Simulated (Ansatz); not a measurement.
Al17N18 (cell charge −1, with a compensating background) (cell with a defect)

```cif
data_structure
_symmetry_space_group_name_H-M 'P 1'
_symmetry_Int_Tables_number 1
_cell_length_a 7.3433
_cell_length_b 7.3433
_cell_length_c 7.3433
_cell_angle_alpha 78.995
_cell_angle_beta 78.995
_cell_angle_gamma 78.995
_cell_volume 376.61
loop_
_atom_site_label
_atom_site_type_symbol
_atom_site_fract_x
_atom_site_fract_y
_atom_site_fract_z
_atom_site_occupancy
Al1 Al 0.72062 0.38958 0.39051 1
Al2 Al 0.05632 0.72356 0.72087 1
Al3 Al 0.05628 0.05393 0.39046 1
Al4 Al 0.39028 0.38953 0.72091 1
Al5 Al 0.72068 0.72356 0.05650 1
Al6 Al 0.71906 0.05231 0.71922 1
Al7 Al 0.05486 0.38811 0.05508 1
Al8 Al 0.39040 0.05390 0.05655 1
Al9 Al 0.77657 0.77538 0.44235 1
Al10 Al 0.11215 0.44540 0.44436 1
Al11 Al 0.44211 0.77536 0.77682 1
Al12 Al 0.44208 0.10987 0.44234 1
Al13 Al 0.77761 0.44442 0.77780 1
Al14 Al 0.11218 0.77737 0.11241 1
Al15 Al 0.11116 0.11086 0.77781 1
Al16 Al 0.44412 0.44547 0.11241 1
Al17 Al 0.77760 0.11090 0.11136 1
N1 N 0.52969 0.86299 0.52995 1
N2 N 0.84899 0.51479 0.51615 1
N3 N 0.18150 0.84921 0.84924 1
N4 N 0.18148 0.18226 0.51617 1
N5 N 0.51597 0.51476 0.84924 1
N6 N 0.84902 0.84924 0.18176 1
N7 N 0.84830 0.18156 0.84851 1
N8 N 0.18196 0.51524 0.18221 1
N9 N 0.51598 0.18231 0.18176 1
N10 N 0.59038 0.55678 0.22365 1
N11 N 0.90443 0.23774 0.23886 1
N12 N 0.22340 0.55661 0.59069 1
N13 N 0.22349 0.92367 0.22365 1
N14 N 0.57095 0.23902 0.57118 1
N15 N 0.90446 0.57189 0.90467 1
N16 N 0.90579 0.90422 0.57115 1
N17 N 0.23865 0.23766 0.90474 1
N18 N 0.57102 0.90423 0.90594 1
```

Spin-polarised.

These are results of DFT PBEsol, scalar-relativistic, plane waves, PAW (Ansatz), not measurements.

> What will maps of the valence pseudo-density and electron localisation function show?

Al–N (1.83 Å): the density is about 0.76 e/Å³ at the midpoint; the ELF peaks at about 0.90 between the atoms, as expected for a polar covalent bond.
Al–N (1.89 Å): ρ at the midpoint is about 0.68 e/Å³; the ELF peaks at about 0.90 between the atoms: a shared but strongly polarised pair.
Al–N (1.91 Å): ρ is about 0.66 e/Å³ halfway; the ELF peaks at about 0.90 in the valence shell of N, 0.8 Å from its nucleus, and is about 0.85 at the midpoint.

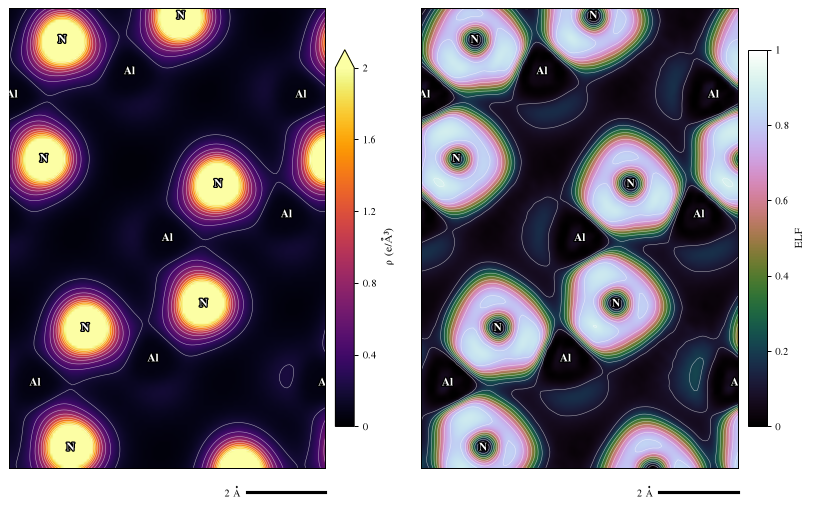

Computed valence pseudo-density and electron localisation function on the (011̄) plane of the calculation cell, in this order. 

The density is the valence pseudo-density of a PAW calculation; it isn't the true density close to the nuclei.
